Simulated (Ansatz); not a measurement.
## From Ge to Sn

System: Ge (4 atoms in the cell).
Method of the first run: DFT PBE, scalar-relativistic, plane waves, PAW, no spin polarisation (Ansatz 0.2.0).
System of the second run: Sn (P6₃/mmc, 4 atoms in the cell).

On the first run: The structure derives from a Materials Project entry. On the second run: The structure was made by swapping elements on the sites of another compound; it need not be a known phase. It belongs to a series of runs on one base structure; here: Ge -> Sn on all its sites, cell and atoms relaxed. Text and figures count atoms from 1; the logs count them from 0 in places.

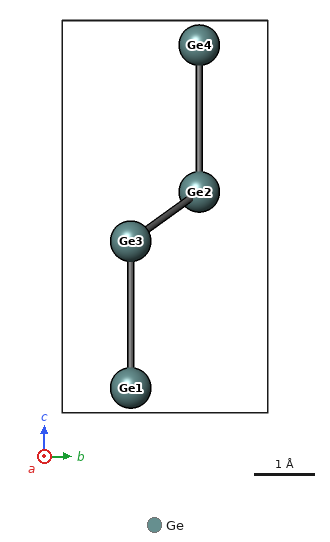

Fig. 1: The input geometry (ball-and-stick view of the cell of the calculation, along the a axis; atoms are numbered from 1 in the order of the input). Near neighbours in the crystal (not all of them lie inside the picture): Ge has 4 Ge at 2.45 to 2.47 Å.

The input, the first run:
```yaml
crystal:
  lattice:
    - [3.9975858431, 0.0, 0.0]
    - [-1.9987929216, 3.462010894, 0.0]
    - [0.0, 0.0, 6.59937795]
  atoms:
    - { symbol: Ge, position: [0.66666667, 0.33333333, 0.06290125] }
    - { symbol: Ge, position: [0.33333333, 0.66666667, 0.56290125] }
    - { symbol: Ge, position: [0.66666667, 0.33333333, 0.43709875] }
    - { symbol: Ge, position: [0.33333333, 0.66666667, 0.93709875] }
basis:
  ecutwfc: 420
kpoints:
  mp_grid: { grid: [12, 12, 6] }
hamiltonian:
  xc: pbe
scf:
  occupations: { method: gaussian, width: 0.01 }
output:
  forces: true
  stress: true
  eigenvalues: true
relax:
  adjacent_minimum: "off"
  f_tol: 0.005
  max_steps: 80
  cell: { stress_tol: 0.05 }
```

Command:
```bash
ansatz run input.yaml --threads 1 --pin off --max-ram 2560MiB --backend cpu --events-out ev --progress --plain --runs-dir out
```

Hardware: 1 thread of AMD EPYC (Zen 3), 176 GiB of memory available, shared host.

Output, shortened to warnings, some set-up lines, iterations and results (the first run):
```
Basis set: ecut = 420 eV, 1763 PW (Γ), exchange–correlation on 54×54×90 points (8 copies of the dense FFT grid, shifted against one another)
Symmetry: 24 space group operations
k-points: 76 of 864
Initial density: superposition of atomic densities (neutral atoms: chi_scale 0, normalization atom), corrected by the library's trained network
[...]
SCF iter   1: F=—  HF=-17179.830164 eV  |F-HF|=—  |Δ(HF+E_count)|=         —  Δρ=1.23e-3  dr2=1.60e-3  ethr=1.77e-3  ⟨swp⟩=6.3  Hψ=9607  notcnv=0
SCF iter   2: F=—  HF=-17179.828762 eV  |F-HF|=—  |Δ(HF+E_count)|=   1.40e-3  Δρ=8.62e-4  dr2=5.51e-4  ethr=2.85e-6  ⟨swp⟩=2.0  Hψ=5669  notcnv=0  defer=107
SCF iter   3: F=—  HF=-17179.828627 eV  |F-HF|=—  |Δ(HF+E_count)|=   1.35e-4  Δρ=3.86e-4  dr2=1.49e-4  ethr=9.84e-7  ⟨swp⟩=2.0  Hψ=4900  notcnv=0  defer=107
SCF iter   4: F=—  HF=-17179.828681 eV  |F-HF|=—  |Δ(HF+E_count)|=   5.41e-5  Δρ=1.80e-4  dr2=3.77e-5  ethr=2.66e-7  ⟨swp⟩=2.0  Hψ=3020  notcnv=0  defer=107
SCF iter   5: F=—  HF=-17179.828571 eV  |F-HF|=—  |Δ(HF+E_count)|=   1.10e-4  Δρ=8.20e-5  dr2=4.82e-6  ethr=6.73e-8  ⟨swp⟩=2.0  Hψ=3086  notcnv=0  defer=107
[... 32 lines ...]
SCF iter   6: F=—  HF=-17179.864453 eV  |F-HF|=—  |Δ(HF+E_count)|=   1.98e-8  Δρ=1.73e-6  dr2=6.93e-9  ethr=1.46e-10  ⟨swp⟩=2.0  Hψ=3193  notcnv=0
SCF iter   7: F=—  HF=-17179.864453 eV  |F-HF|=—  |Δ(HF+E_count)|=   1.15e-9  Δρ=5.08e-7  dr2=5.77e-10  ethr=1.24e-11  ⟨swp⟩=2.0  Hψ=3193  notcnv=0
SCF iter   8: F=-17179.864453 eV  HF=-17179.864453 eV  |F-HF|=7.28e-12  |Δ(HF+E_count)|=  8.00e-11  Δρ=9.18e-8  dr2=1.92e-11  ethr=1.00e-12  ⟨swp⟩=3.0  Hψ=9932  notcnv=0
SCF 6 converged in 8 iterations: F = -17179.864453 eV  dr2 = 1.92e-11
relax step   6: F+E_penalty+E_count = -17179.86445295 eV  Δ(F+E_penalty+E_count) = -6.800e-4 eV  max|allowed force component| = 3.819e-6 eV/Å  Δτ_max = 0.0000 Å  P = +0.004 …
basis re-selected at this cell: Δ(F+E_penalty+E_count) = -6.800e-4 eV, ΔP = +0.004 GPa vs the last step (what re-selecting the basis moved, of the pressure what is left beyond the Pulay correction that the steps carried, after the strain that the cell walked since its last selection, with what the …
SCF converged after 8 iterations
Free energy (F): -17179.864453 eV
Harris-Foulkes:  -17179.864453 eV  (|F-HF|=7.28e-12)
Internal energy: -17179.864416 eV  (E = F + TS)
E sigma→0 (E₀):  -17179.864434 eV
Entropy (-TS):   -0.000037 eV (-0.009 meV/atom)
Fermi energy:    7.901558 eV
--- Per-component energies (eV) ---
  E_band       = -630.117080
  E_kinetic    = 443.559135
  E_local      = -10046.507172  (includes V_loc(G=0)·N_el)
  E_nonlocal   = 1672.990616
  E_hartree    = 4403.645911
  E_xc         = -301.161790
  E_vxc        = -256.920614  (∫ρ·V_xc dr)
  E_paw        = -8078.828369  (= ΣΔE_a)
  E_vpaw       = -1250.532336  (= ΣTr[D̂ρ^β])
  E_aug_tail   = 0.001133  (compensation charges beyond the density's cutoff)
  E_ewald      = -5273.563879
  E_smearing   = -0.000037  (= −TS)
  E_closure    = -0.000000  (closes the sum)
  Σ components = -17179.864453   (vs F -17179.864453, Δ=0.00e0)
--- Forces (eV/Å), atoms counted from 1 ---
  atom   1  Ge    -0.00000000    -0.00000000    -0.00000382
  atom   2  Ge    -0.00000000     0.00000000    -0.00000382
  atom   3  Ge    -0.00000000     0.00000000     0.00000382
  atom   4  Ge     0.00000000     0.00000000     0.00000382
  max |Σ_I F_I| component: 3.93e-17 eV/Å
--- Stress (GPa, compression-positive) ---
        0.003597      -0.000000       0.000000
       -0.000000       0.003597       0.000000
        0.000000       0.000000       0.004368
  P = ⅓ Tr σ = 0.0039 GPa (0.039 kbar)
--- Relaxed structure (5 steps of the walk, 5 accepted, 1 SCFs on fresh bases) ---
  F+E_penalty+E_count = -17179.86445295 eV   max|allowed force component| = 3.819e-6 eV/Å   (the final SCF, on the basis selected at the relaxed cell)
  cell:  # Å, volume = 95.4506 Å³
    - [4.058156707133312, 2.930490098284068e-11, 0.0]
    - [-2.029078353592035, 3.514466800901002, 0.0]
[...]
```

For the second run the input was changed thus:
```diff
-    - [3.9975858431, 0.0, 0.0]
-    - [-1.9987929216, 3.462010894, 0.0]
-    - [0.0, 0.0, 6.59937795]
+    - [4.4782619153, 0.0, 0.0]
+    - [-2.2391309577, 3.8782885834, 0.0]
+    - [0.0, 0.0, 7.3853466719]
-    - { symbol: Ge, position: [0.66666667, 0.33333333, 0.06290125] }
-    - { symbol: Ge, position: [0.33333333, 0.66666667, 0.56290125] }
-    - { symbol: Ge, position: [0.66666667, 0.33333333, 0.43709875] }
-    - { symbol: Ge, position: [0.33333333, 0.66666667, 0.93709875] }
+    - { symbol: Sn, position: [0.6666666667, 0.3333333333, 0.0627911807] }
+    - { symbol: Sn, position: [0.3333333333, 0.6666666667, 0.5627911807] }
+    - { symbol: Sn, position: [0.6666666667, 0.3333333333, 0.4372088193] }
+    - { symbol: Sn, position: [0.3333333333, 0.6666666667, 0.9372088193] }
-  f_tol: 0.005
-  max_steps: 80
-  cell: { stress_tol: 0.05 }
+  f_tol: 0.01
+  max_steps: 60
+  cell: { stress_tol: 0.1 }
```

What does this change do to the results?

The total energies belong to different systems, so their difference says nothing on which is more stable or more accurate. The volume per atom goes from 23.86 to 36.78 Å³. The SCF takes 25 iterations over all geometry steps against 30. On the same kind of shared host the second run took about 1.5 times as long.

Output, shortened to warnings, some set-up lines, iterations and results (the second run):
```
Basis set: ecut = 420 eV, 2539 PW (Γ), exchange–correlation on 60×60×100 points (8 copies of the dense FFT grid, shifted against one another)
Symmetry: 24 space group operations
k-points: 76 of 864
Initial density: superposition of atomic densities (neutral atoms: chi_scale 0, normalization atom), corrected by the library's trained network
[...]
SCF iter   1: F=—  HF=-24096.433369 eV  |F-HF|=—  |Δ(HF+E_count)|=         —  Δρ=6.26e-4  dr2=6.97e-4  ethr=1.77e-3  ⟨swp⟩=7.5  Hψ=12210  notcnv=0
SCF iter   2: F=—  HF=-24096.432758 eV  |F-HF|=—  |Δ(HF+E_count)|=   6.11e-4  Δρ=4.79e-4  dr2=3.90e-4  ethr=1.25e-6  ⟨swp⟩=3.0  Hψ=6248  notcnv=0  defer=109
SCF iter   3: F=—  HF=-24096.432592 eV  |F-HF|=—  |Δ(HF+E_count)|=   1.66e-4  Δρ=8.80e-5  dr2=1.38e-5  ethr=6.96e-7  ⟨swp⟩=2.0  Hψ=4943  notcnv=0  defer=109
SCF iter   4: F=—  HF=-24096.432608 eV  |F-HF|=—  |Δ(HF+E_count)|=   1.54e-5  Δρ=2.83e-5  dr2=8.95e-7  ethr=2.46e-8  ⟨swp⟩=2.0  Hψ=4604  notcnv=0  defer=109
SCF iter   5: F=-24096.432608 eV  HF=-24096.432608 eV  |F-HF|=6.36e-8  |Δ(HF+E_count)|=   2.06e-7  Δρ=5.01e-6  dr2=2.93e-8  ethr=1.60e-9  ⟨swp⟩=2.0  Hψ=4604  notcnv=0  …
[... 25 lines ...]
SCF iter   4: F=—  HF=-24096.784649 eV  |F-HF|=—  |Δ(HF+E_count)|=   3.04e-8  Δρ=1.01e-6  dr2=9.29e-10  ethr=1.33e-10  ⟨swp⟩=2.0  Hψ=4714  notcnv=0
SCF iter   5: F=—  HF=-24096.784649 eV  |F-HF|=—  |Δ(HF+E_count)|=  4.37e-10  Δρ=3.74e-7  dr2=2.85e-10  ethr=1.00e-12  ⟨swp⟩=5.9  Hψ=10126  notcnv=0
SCF iter   6: F=-24096.784649 eV  HF=-24096.784649 eV  |F-HF|=7.28e-12  |Δ(HF+E_count)|=  1.09e-10  Δρ=4.20e-8  dr2=1.55e-12  ethr=1.00e-12  ⟨swp⟩=5.0  Hψ=9142  notcnv=0
SCF 5 converged in 6 iterations: F = -24096.784649 eV  dr2 = 1.55e-12
relax step   5: F+E_penalty+E_count = -24096.78464889 eV  Δ(F+E_penalty+E_count) = -2.945e-3 eV  max|allowed force component| = 1.826e-3 eV/Å  Δτ_max = 0.0000 Å  P = -0.029 …
basis re-selected at this cell: Δ(F+E_penalty+E_count) = -2.945e-3 eV, ΔP = -0.012 GPa vs the last step (what re-selecting the basis moved, of the pressure what is left beyond the Pulay correction that the steps carried, after the strain that the cell walked since its last selection, with what the …
SCF converged after 6 iterations
Free energy (F): -24096.784649 eV
Harris-Foulkes:  -24096.784649 eV  (|F-HF|=7.28e-12)
Internal energy: -24096.784601 eV  (E = F + TS)
E sigma→0 (E₀):  -24096.784625 eV
Entropy (-TS):   -0.000048 eV (-0.012 meV/atom)
Fermi energy:    6.986658 eV
--- Per-component energies (eV) ---
  E_band       = -539.257620
  E_kinetic    = 746.151999
  E_local      = -4797.406499  (includes V_loc(G=0)·N_el)
  E_nonlocal   = -128.236820
  E_hartree    = 2725.493908
  E_xc         = -1526.816755
  E_vxc        = -380.168852  (∫ρ·V_xc dr)
  E_paw        = -16550.993004  (= ΣΔE_a)
  E_vpaw       = -1430.585251  (= ΣTr[D̂ρ^β])
  E_aug_tail   = -0.000002  (compensation charges beyond the density's cutoff)
  E_ewald      = -4564.977428
  E_smearing   = -0.000048  (= −TS)
  E_closure    = 0.000000  (closes the sum)
  Σ components = -24096.784649   (vs F -24096.784649, Δ=0.00e0)
--- Forces (eV/Å), atoms counted from 1 ---
  atom   1  Sn    -0.00000000    -0.00000000     0.00182555
  atom   2  Sn     0.00000000     0.00000000     0.00182555
  atom   3  Sn    -0.00000000    -0.00000000    -0.00182555
  atom   4  Sn     0.00000000     0.00000000    -0.00182555
  max |Σ_I F_I| component: 1.04e-17 eV/Å
--- Stress (GPa, compression-positive) ---
       -0.032783      -0.000000       0.000000
       -0.000000      -0.032783       0.000000
        0.000000       0.000000      -0.021042
  P = ⅓ Tr σ = -0.0289 GPa (-0.289 kbar)
--- Relaxed structure (4 steps of the walk, 4 accepted, 1 SCFs on fresh bases) ---
  F+E_penalty+E_count = -24096.78464889 eV   max|allowed force component| = 1.826e-3 eV/Å   (the final SCF, on the basis selected at the relaxed cell)
  cell:  # Å, volume = 147.1390 Å³
    - [4.693096824605715, 3.025240588715235e-11, 0.0]
    - [-2.346548412329057, 4.064341072513504, 0.0]
[...]
```

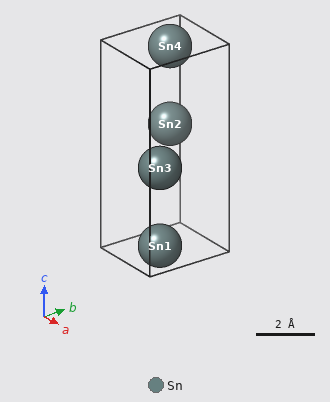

Fig. 2: The input structure of the second run (spheres-only view of the cell of the calculation, seen slightly off an axis; atoms are numbered from 1 in the order of the input).

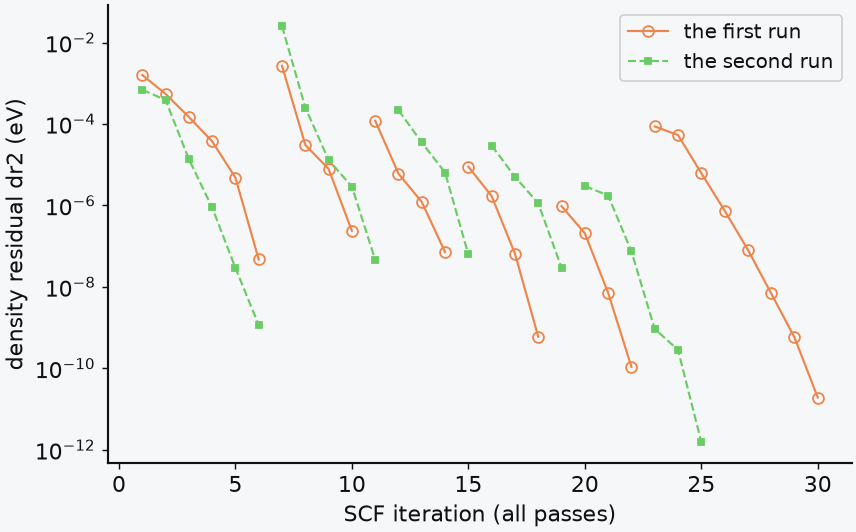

Fig. 3: Convergence of the two runs: density residual dr2 against the SCF iteration. A break in a curve parts two SCF passes. The first run takes 30 iterations in all, and the second run takes 25.

The two runs side by side:

| quantity | the first run | the second run |
| --- | --- | --- |
| outcome | converged | converged |
| free energy per atom (eV) | −4294.9661 | −6024.1962 |
| gap on the mesh (eV) | 0.00 | 0.00 |
| pressure (GPa) | 0.00 | −0.03 |
| volume per atom (Å³) | 23.86 | 36.78 |
| largest force (eV/Å) | 0.000 | 0.002 |
| SCF iterations | 30 | 25 |
| irreducible k-points | 76 | 76 |
| wall time (shared host) | 60 s | 92 s |
